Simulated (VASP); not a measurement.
# Os: geometry relaxation (part 2 of 3)

The same run, continued: Os (P6₃/mmc, 2 atoms in the cell); Kohn-Sham DFT of a periodic cell, PBEsol, VASP PAW PBE potentials, recommended, no spin polarisation (VASP 6.6.1); cutoff 600 eV, 15×15×9 k-mesh, methfessel-paxton of 0.1 eV. The structure derives from an entry of the Crystallography Open Database.

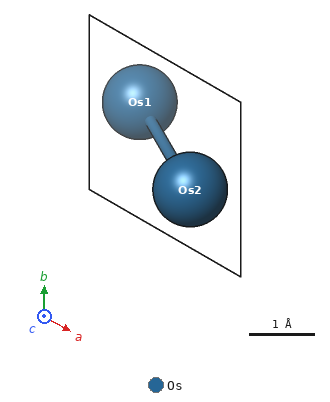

The geometry at step 4 of the log (ball-and-stick view of the cell of the calculation, along the c axis; atoms are numbered from 1 in the order of the input).

## Parts of OUTCAR, continued
```
 -----------------------------------------------------------------------------------
     -0.00000      1.56226      1.07052        -0.000000     -0.000000      0.000000
      1.35296      0.78113      3.21156         0.000000      0.000000      0.000000
 -----------------------------------------------------------------------------------
    total drift:                               -0.000000      0.000000     -0.000000

  FREE ENERGIE OF THE ION-ELECTRON SYSTEM (eV)
  ---------------------------------------------------
  free  energy   TOTEN  =       -24.4688245466 eV

  energy  without entropy=      -24.4697205020  energy(sigma->0) =      -24.46912320

--------------------------------------- Ionic step        3  -------------------------------------------

 number of electron      16.0000001 magnetization

------------------------ aborting loop because EDIFF is reached ----------------------------------------

  FORCE on cell =-STRESS in cart. coord.  units (eV):
  Direction    XX          YY          ZZ          XY          YZ          ZX
  --------------------------------------------------------------------------------------
  -------------------------------------------------------------------------------------
  Total       -0.0201392     -0.0201392      0.0390486      0.0000000     -0.0000000      0.0000000
  in kB       -1.1599581     -1.1599581      2.2490859      0.0000000     -0.0000000      0.0000000
  external PRESSURE =      -0.0236101 kB  Pullay stress =       0.0000000 kB

 VOLUME and BASIS-vectors are now :
 -----------------------------------------------------------------------------
  energy-cutoff  :      600.00
  volume of cell :       27.82
      direct lattice vectors                 reciprocal lattice vectors
     2.729008787 -0.000000000  0.000000000     0.366433412  0.211560429  0.000000000
    -1.364504393  2.363390936 -0.000000000     0.000000000  0.423120858  0.000000000
     0.000000000 -0.000000000  4.312903994     0.000000000  0.000000000  0.231862337

 POSITION                                       TOTAL-FORCE (eV/Angst)
 -----------------------------------------------------------------------------------
     -0.00000      1.57559      1.07823        -0.000000     -0.000000      0.000000
      1.36450      0.78780      3.23468         0.000000      0.000000      0.000000
 -----------------------------------------------------------------------------------
    total drift:                               -0.000000      0.000000     -0.000000

  FREE ENERGIE OF THE ION-ELECTRON SYSTEM (eV)
  ---------------------------------------------------
  free  energy   TOTEN  =       -24.4916985285 eV

  energy  without entropy=      -24.4927574549  energy(sigma->0) =      -24.49205150

--------------------------------------- Ionic step        4  -------------------------------------------

 number of electron      16.0000001 magnetization

------------------------ aborting loop because EDIFF is reached ----------------------------------------

  FORCE on cell =-STRESS in cart. coord.  units (eV):
  Direction    XX          YY          ZZ          XY          YZ          ZX
  --------------------------------------------------------------------------------------
  -------------------------------------------------------------------------------------
  Total       -0.0195061     -0.0195061      0.0403710     -0.0000000     -0.0000000      0.0000000
  in kB       -1.1236155     -1.1236155      2.3254967     -0.0000000     -0.0000000      0.0000000
  external PRESSURE =       0.0260886 kB  Pullay stress =       0.0000000 kB

 VOLUME and BASIS-vectors are now :
 -----------------------------------------------------------------------------
  energy-cutoff  :      600.00
  volume of cell :       27.81
      direct lattice vectors                 reciprocal lattice vectors
     2.728906962 -0.000000000  0.000000000     0.366447084  0.211568323  0.000000000
    -1.364453481  2.363302754 -0.000000000     0.000000000  0.423136646  0.000000000
     0.000000000 -0.000000000  4.312768074     0.000000000  0.000000000  0.231869644

 POSITION                                       TOTAL-FORCE (eV/Angst)
 -----------------------------------------------------------------------------------
     -0.00000      1.57554      1.07819        -0.000000     -0.000000      0.000000
      1.36445      0.78777      3.23458         0.000000      0.000000      0.000000
 -----------------------------------------------------------------------------------
    total drift:                               -0.000000      0.000000     -0.000000

  FREE ENERGIE OF THE ION-ELECTRON SYSTEM (eV)
  ---------------------------------------------------
  free  energy   TOTEN  =       -24.4916985934 eV

  energy  without entropy=      -24.4927570982  energy(sigma->0) =      -24.49205143

--------------------------------------- Ionic step        5  -------------------------------------------

 number of electron      16.0000001 magnetization

------------------------ aborting loop because EDIFF is reached ----------------------------------------

  FORCE on cell =-STRESS in cart. coord.  units (eV):
  Direction    XX          YY          ZZ          XY          YZ          ZX
  --------------------------------------------------------------------------------------
  -------------------------------------------------------------------------------------
  Total        0.0038314      0.0038314      0.0623966     -0.0000000     -0.0000000      0.0000000
  in kB        0.2207515      0.2207515      3.5950280     -0.0000000     -0.0000000      0.0000000
  external PRESSURE =       1.3455103 kB  Pullay stress =       0.0000000 kB

 VOLUME and BASIS-vectors are now :
 -----------------------------------------------------------------------------
  energy-cutoff  :      600.00
  volume of cell :       27.81
      direct lattice vectors                 reciprocal lattice vectors
     2.728697707 -0.000000000  0.000000000     0.366475186  0.211584547  0.000000000
    -1.364348853  2.363121533 -0.000000000     0.000000000  0.423169095  0.000000000
     0.000000000 -0.000000000  4.312488749     0.000000000  0.000000000  0.231884663

 POSITION                                       TOTAL-FORCE (eV/Angst)
 -----------------------------------------------------------------------------------
     -0.00000      1.57541      1.07812        -0.000000     -0.000000      0.000000
      1.36435      0.78771      3.23437         0.000000      0.000000      0.000000
 -----------------------------------------------------------------------------------
    total drift:                               -0.000000      0.000000     -0.000000

  FREE ENERGIE OF THE ION-ELECTRON SYSTEM (eV)
  ---------------------------------------------------
  free  energy   TOTEN  =       -24.4916960945 eV

  energy  without entropy=      -24.4927530462  energy(sigma->0) =      -24.49204841

--------------------------------------- Ionic step        6  -------------------------------------------

 number of electron      16.0000001 magnetization

------------------------ aborting loop because EDIFF is reached ----------------------------------------

  FORCE on cell =-STRESS in cart. coord.  units (eV):
  Direction    XX          YY          ZZ          XY          YZ          ZX
  --------------------------------------------------------------------------------------
  -------------------------------------------------------------------------------------
  Total        0.0029070      0.0029070      0.0611343     -0.0000000      0.0000000      0.0000000
  in kB        0.1674695      0.1674695      3.5219105     -0.0000000      0.0000000      0.0000000
  external PRESSURE =       1.2856165 kB  Pullay stress =       0.0000000 kB

 VOLUME and BASIS-vectors are now :
 -----------------------------------------------------------------------------
  energy-cutoff  :      600.00
  volume of cell :       27.81
      direct lattice vectors                 reciprocal lattice vectors
     2.728803101 -0.000000000  0.000000000     0.366461032  0.211576375  0.000000000
    -1.364401551  2.363212808 -0.000000000     0.000000000  0.423152751  0.000000000
     0.000000000 -0.000000000  4.312629435     0.000000000  0.000000000  0.231877098

 POSITION                                       TOTAL-FORCE (eV/Angst)
 -----------------------------------------------------------------------------------
     -0.00000      1.57548      1.07816         0.000000      0.000000      0.000000
      1.36440      0.78774      3.23447        -0.000000     -0.000000      0.000000
 -----------------------------------------------------------------------------------
    total drift:                               -0.000000      0.000000     -0.000000

  FREE ENERGIE OF THE ION-ELECTRON SYSTEM (eV)
  ---------------------------------------------------
  free  energy   TOTEN  =       -24.4916981049 eV

  energy  without entropy=      -24.4927554525  energy(sigma->0) =      -24.49205055

--------------------------------------- Ionic step        7  -------------------------------------------

 number of electron      16.0000001 magnetization

------------------------ aborting loop because EDIFF is reached ----------------------------------------

  FORCE on cell =-STRESS in cart. coord.  units (eV):
  Direction    XX          YY          ZZ          XY          YZ          ZX
  --------------------------------------------------------------------------------------
  -------------------------------------------------------------------------------------
  Total       -0.0698432     -0.0698432     -0.1480576      0.0000000      0.0000000     -0.0000000
  in kB       -4.0181916     -4.0181916     -8.5179867      0.0000000      0.0000000     -0.0000000
  external PRESSURE =      -5.5181233 kB  Pullay stress =       0.0000000 kB

 VOLUME and BASIS-vectors are now :
 -----------------------------------------------------------------------------
  energy-cutoff  :      600.00
  volume of cell :       27.85
      direct lattice vectors                 reciprocal lattice vectors
     2.728963368 -0.000000000 -0.000000000     0.366439510  0.211563950 -0.000000000
    -1.364481684  2.363351603  0.000000000     0.000000000  0.423127900 -0.000000000
     0.000000000  0.000000000  4.317956110    -0.000000000 -0.000000000  0.231591052

 POSITION                                       TOTAL-FORCE (eV/Angst)
 -----------------------------------------------------------------------------------
     -0.00000      1.57557      1.07949         0.000000     -0.000000      0.000000
      1.36448      0.78778      3.23847        -0.000000      0.000000      0.000000
 -----------------------------------------------------------------------------------
    total drift:                               -0.000000      0.000000     -0.000000

  FREE ENERGIE OF THE ION-ELECTRON SYSTEM (eV)
  ---------------------------------------------------
  free  energy   TOTEN  =       -24.4916330569 eV

  energy  without entropy=      -24.4926475547  energy(sigma->0) =      -24.49197122

--------------------------------------- Ionic step        8  -------------------------------------------

 number of electron      16.0000001 magnetization

 Free energy of the ion-electron system (eV)
  ---------------------------------------------------
  ext. energy  EPLUGINS =         0.00000000
  ---------------------------------------------------
  free energy    TOTEN  =       -24.49170558 eV

  energy without entropy =      -24.49275384  energy(sigma->0) =      -24.49205500

 E-fermi :   9.3926     XC(G=0): -14.1855     alpha+bet :-15.4138

 val. band max:        9.3873776833   @ k =   0.1333   0.0000   0.3333
 cond. band min:       9.4304582533   @ k =   0.2667   0.0667   0.0000
 fundamental gap:      0.0430805700
 Fermi energy:         9.3925583437

 k-point     1 :       0.0000    0.0000    0.0000
  band No.  band energies     occupation
      1      -1.6543      2.00000
      2       1.5121      2.00000
      3       6.2987      2.00000
      4       6.2987      2.00000
      5       6.5497      2.00000
      6       7.1507      2.00000
      7       7.1507      2.00000
      8       7.8218      2.00000
      9       7.8218      2.00000
     10       9.3813      1.18897
     11      11.1021     -0.00000
     12      11.1021     -0.00000

 k-point     2 :       0.0667    0.0000    0.0000
  band No.  band energies     occupation
      1      -1.4727      2.00000
      2       1.6741      2.00000
      3       5.9254      2.00000
      4       6.4593      2.00000
      5       6.8704      2.00000
      6       7.0449      2.00000
      7       7.3008      2.00000
      8       7.5885      2.00000
      9       7.6914      2.00000
     10       8.6234      2.00000
     11      11.1930     -0.00000
     12      12.1398      0.00000

 k-point     3 :       0.1333    0.0000    0.0000
  band No.  band energies     occupation
      1      -0.9499      2.00000
      2       2.1114      2.00000
      3       5.4085      2.00000
      4       6.6813      2.00000
      5       6.7273      2.00000
      6       6.9322      2.00000
      7       7.3620      2.00000
      8       7.3765      2.00000
      9       7.7406      2.00000
     10       7.9977      2.00000
     11      11.4094      0.00000
     12      13.8274      0.00000

 k-point     4 :       0.2000   -0.0000    0.0000
  band No.  band energies     occupation
      1      -0.1588      2.00000
      2       2.6254      2.00000
      3       5.0072      2.00000
      4       5.5366      2.00000
      5       6.4159      2.00000
      6       6.9479      2.00000
      7       7.6458      2.00000
      8       7.6887      2.00000
      9       8.0099      2.00000
     10       8.4376      2.00000
     11      11.6529      0.00000
     12      15.6205      0.00000

 k-point     5 :       0.2667    0.0000    0.0000
  band No.  band energies     occupation
      1       0.7555      2.00000
      2       2.8122      2.00000
      3       4.5221      2.00000
      4       5.0205      2.00000
      5       6.3334      2.00000
      6       6.5398      2.00000
      7       7.3403      2.00000
      8       8.6715      2.00000
      9       8.8725      2.00000
     10       9.3313      1.85097
     11      11.8605      0.00000
     12      17.3998      0.00000

 [... the levels of 18 k-points are left out ...]

 k-point    24 :       0.4000    0.2000    0.0000
  band No.  band energies     occupation
      1       2.8444      2.00000
      2       3.2170      2.00000
      3       3.2545      2.00000
      4       5.3602      2.00000
      5       5.6705      2.00000
      6       6.4215      2.00000
      7       7.7288      2.00000
      8      10.8360     -0.00000
      9      11.4506      0.00000
     10      11.6560      0.00000
     11      14.4968      0.00000
     12      15.1565      0.00000

 [... further k-points ...]

------------------------ aborting loop because EDIFF is reached ----------------------------------------

  FORCE on cell =-STRESS in cart. coord.  units (eV):
  Direction    XX          YY          ZZ          XY          YZ          ZX
  --------------------------------------------------------------------------------------
  -------------------------------------------------------------------------------------
  Total       -0.0156950     -0.0156950      0.0039789      0.0000000      0.0000000      0.0000000
  in kB       -0.9038718     -0.9038718      0.2291455      0.0000000      0.0000000      0.0000000
  external PRESSURE =      -0.5261994 kB  Pullay stress =       0.0000000 kB

 VOLUME and BASIS-vectors are now :
 -----------------------------------------------------------------------------
  energy-cutoff  :      600.00
  volume of cell :       27.82
      direct lattice vectors                 reciprocal lattice vectors
     2.728843586 -0.000000000 -0.000000000     0.366455595  0.211573236 -0.000000000
    -1.364421793  2.363247868 -0.000000000     0.000000000  0.423146473  0.000000000
     0.000000000 -0.000000000  4.313974992     0.000000000  0.000000000  0.231804774

 POSITION                                       TOTAL-FORCE (eV/Angst)
 -----------------------------------------------------------------------------------
     -0.00000      1.57550      1.07849         0.000000      0.000000      0.000000
      1.36442      0.78775      3.23548        -0.000000     -0.000000      0.000000
 -----------------------------------------------------------------------------------
    total drift:                               -0.000000      0.000000     -0.000000

  FREE ENERGIE OF THE ION-ELECTRON SYSTEM (eV)
  ---------------------------------------------------
  free  energy   TOTEN  =       -24.4917055850 eV

  energy  without entropy=      -24.4927538406  energy(sigma->0) =      -24.49205500

 reached required accuracy - stopping structural energy minimisation
```

## CONTCAR
```
Os
   1.00000000000000
     2.7288435858949596   -0.0000000000000000   -0.0000000000000000
    -1.3644217929474798    2.3632478683521487   -0.0000000000000000
     0.0000000000000000   -0.0000000000000000    4.3139749924076316
  Os
     2
Direct
     0.3333333332999970    0.6666666667000030    0.2500000000000000
     0.6666666667000030    0.3333333332999970    0.7500000000000000

  0.00000000E+00  0.00000000E+00  0.00000000E+00
  0.00000000E+00  0.00000000E+00  0.00000000E+00
```

## Trajectory as extended XYZ (Å, eV, eV/Å), 8 frames, from step=0 to step=7
```
2
Lattice="2.7341 0.0000 0.0000 -1.3671 2.3678 0.0000 0.0000 0.0000 4.3197" Properties=species:S:1:pos:R:3:forces:R:3 step=0 energy=-24.49059
Os    0.0000    1.5785    1.0799    0.0000   0.0000   0.0000
Os    1.3671    0.7893    3.2398    0.0000   0.0000   0.0000
2
Lattice="2.7059 -0.0000 0.0000 -1.3530 2.3434 -0.0000 0.0000 -0.0000 4.2821" Properties=species:S:1:pos:R:3:forces:R:3 step=1 energy=-24.46882
Os    0.0000    1.5623    1.0705    0.0000   0.0000   0.0000
Os    1.3530    0.7811    3.2116    0.0000   0.0000   0.0000
2
Lattice="2.7290 -0.0000 0.0000 -1.3645 2.3634 -0.0000 0.0000 -0.0000 4.3129" Properties=species:S:1:pos:R:3:forces:R:3 step=2 energy=-24.49170
Os    0.0000    1.5756    1.0782    0.0000   0.0000   0.0000
Os    1.3645    0.7878    3.2347    0.0000   0.0000   0.0000
2
Lattice="2.7289 -0.0000 0.0000 -1.3645 2.3633 -0.0000 0.0000 -0.0000 4.3128" Properties=species:S:1:pos:R:3:forces:R:3 step=3 energy=-24.49170
Os    0.0000    1.5755    1.0782    0.0000   0.0000   0.0000
Os    1.3645    0.7878    3.2346    0.0000   0.0000   0.0000
2
Lattice="2.7287 -0.0000 0.0000 -1.3643 2.3631 -0.0000 0.0000 -0.0000 4.3125" Properties=species:S:1:pos:R:3:forces:R:3 step=4 energy=-24.49170
Os    0.0000    1.5754    1.0781    0.0000   0.0000   0.0000
Os    1.3643    0.7877    3.2344    0.0000   0.0000   0.0000
2
Lattice="2.7288 -0.0000 0.0000 -1.3644 2.3632 -0.0000 0.0000 -0.0000 4.3126" Properties=species:S:1:pos:R:3:forces:R:3 step=5 energy=-24.49170
Os    0.0000    1.5755    1.0782    0.0000   0.0000   0.0000
Os    1.3644    0.7877    3.2345    0.0000   0.0000   0.0000
2
Lattice="2.7290 -0.0000 -0.0000 -1.3645 2.3634 0.0000 0.0000 0.0000 4.3180" Properties=species:S:1:pos:R:3:forces:R:3 step=6 energy=-24.49163
Os    0.0000    1.5756    1.0795    0.0000   0.0000   0.0000
Os    1.3645    0.7878    3.2385    0.0000   0.0000   0.0000
2
Lattice="2.7288 -0.0000 -0.0000 -1.3644 2.3632 -0.0000 0.0000 -0.0000 4.3140" Properties=species:S:1:pos:R:3:forces:R:3 step=7 energy=-24.49171
Os    0.0000    1.5755    1.0785    0.0000   0.0000   0.0000
Os    1.3644    0.7877    3.2355    0.0000   0.0000   0.0000
```

This output came from the following input.

## INCAR
```
PREC = Accurate
ENCUT = 600
EDIFF = 1E-6
ISMEAR = 1
SIGMA = 0.1
LREAL = F
LASPH = T
NELM = 80
ALGO = Normal
ISIF = 3
LWAVE = F
LCHARG = F
GGA = PS
IBRION = 2
NSW = 90
EDIFFG = -0.01
```

## KPOINTS
```
Automatic mesh
0
Gamma
  15 15 9
```

## POSCAR
```
Os
1.0
    2.7341000000      0.0000000000      0.0000000000
   -1.3670500000      2.3678000565      0.0000000000
    0.0000000000      0.0000000000      4.3197000000
Os
2
Direct
    0.3333333333      0.6666666667      0.2500000000
    0.6666666667      0.3333333333      0.7500000000
```

Command:
```bash
cat potpaw_PBE.64/Os/POTCAR > POTCAR
mpirun -np 1 vasp_std > vasp.out
```
